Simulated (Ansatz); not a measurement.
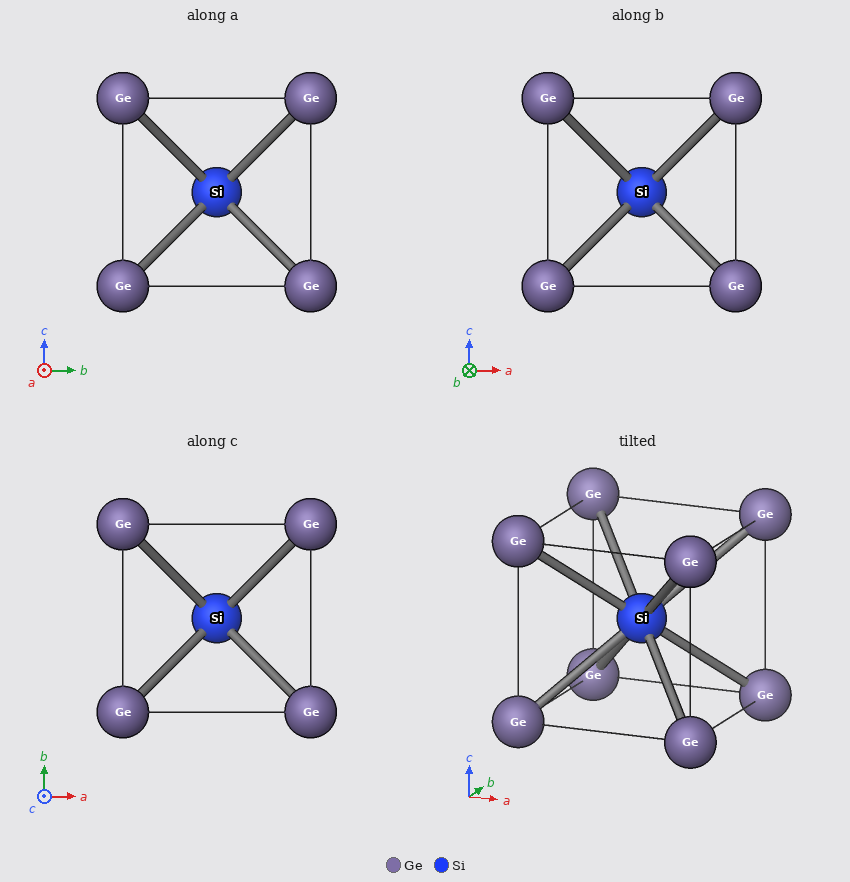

Shown here is a ball-and-stick view of the crystal, taken along the a axis, along the b axis, along the c axis and slightly off an axis. Atoms at the boundary of the conventional unit cell (the box) are drawn once for each face, edge or corner they touch.

Lattice parameters: a = 3.2102 Å, b = 3.2102 Å, c = 3.2102 Å, α = 90.000°, β = 90.000°, γ = 90.000°.

**Express the structure as a CIF with its space group and independent sites.**

```cif
data_structure
_symmetry_space_group_name_H-M 'P m -3 m'
_symmetry_Int_Tables_number 221
_cell_length_a 3.2102
_cell_length_b 3.2102
_cell_length_c 3.2102
_cell_angle_alpha 90.000
_cell_angle_beta 90.000
_cell_angle_gamma 90.000
_cell_volume 33.08
loop_
_atom_site_label
_atom_site_type_symbol
_atom_site_symmetry_multiplicity
_atom_site_Wyckoff_symbol
_atom_site_fract_x
_atom_site_fract_y
_atom_site_fract_z
_atom_site_occupancy
Ge1 Ge 1 a 0.0000 0.0000 0.0000 1
Si1 Si 1 b 0.5000 0.5000 0.5000 1
```

Origin of the cell: a structure type filled with these elements by a generator (whether the compound takes this form wasn't checked). Earlier steps of the study may have refined or changed the cell and positions. It went into a calculation with Ansatz.
